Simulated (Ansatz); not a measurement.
The compound is Na₂S (space group Fm-3m, No. 225), taken as the input geometry of an electronic-structure calculation (not necessarily at equilibrium); the starting structure was generated, so it need not be a known form of this composition.

```yaml
crystal:
  lattice:
    - [6.51086, 0.00000, 0.00000]
    - [0.00000, 6.51086, 0.00000]
    - [0.00000, 0.00000, 6.51086]
  atoms:
    - { symbol: S, position: [0.00000, 0.00000, 0.00000] }
    - { symbol: Na, position: [0.25000, 0.75000, 0.75000] }
    - { symbol: Na, position: [0.25000, 0.25000, 0.75000] }
    - { symbol: S, position: [0.00000, 0.50000, 0.50000] }
    - { symbol: Na, position: [0.25000, 0.25000, 0.25000] }
    - { symbol: Na, position: [0.25000, 0.75000, 0.25000] }
    - { symbol: S, position: [0.50000, 0.00000, 0.50000] }
    - { symbol: Na, position: [0.75000, 0.75000, 0.25000] }
    - { symbol: Na, position: [0.75000, 0.25000, 0.25000] }
    - { symbol: S, position: [0.50000, 0.50000, 0.00000] }
    - { symbol: Na, position: [0.75000, 0.25000, 0.75000] }
    - { symbol: Na, position: [0.75000, 0.75000, 0.75000] }
```

Bonds are taken as Na–S below 3.2 Å; no other contact counts. The graph is simplified in the usual way: terminal and isolated atoms are pruned, two-connected atoms become edges.

Derive the underlying net.

The result is a binodal (4,8)-connected, three-periodic net: Na is a 4-connected node; S is an 8-connected node, in the ratio 2:1. It is the flu net, known from fluorite. It is a single net, without interpenetration.

```json
{"node": "Na", "links": "4", "point symbol": "4⁶", "coordination sequence": "4 22 24 82"}
{"node": "S", "links": "8", "point symbol": "4¹²·6¹²·8⁴", "coordination sequence": "8 12 48 42"}
```

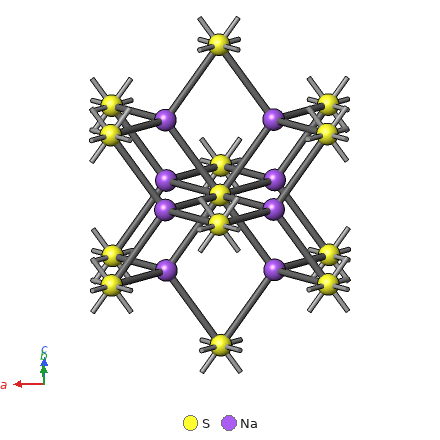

Nodes are coloured by element. Edges to nodes outside the piece are drawn as stubs.
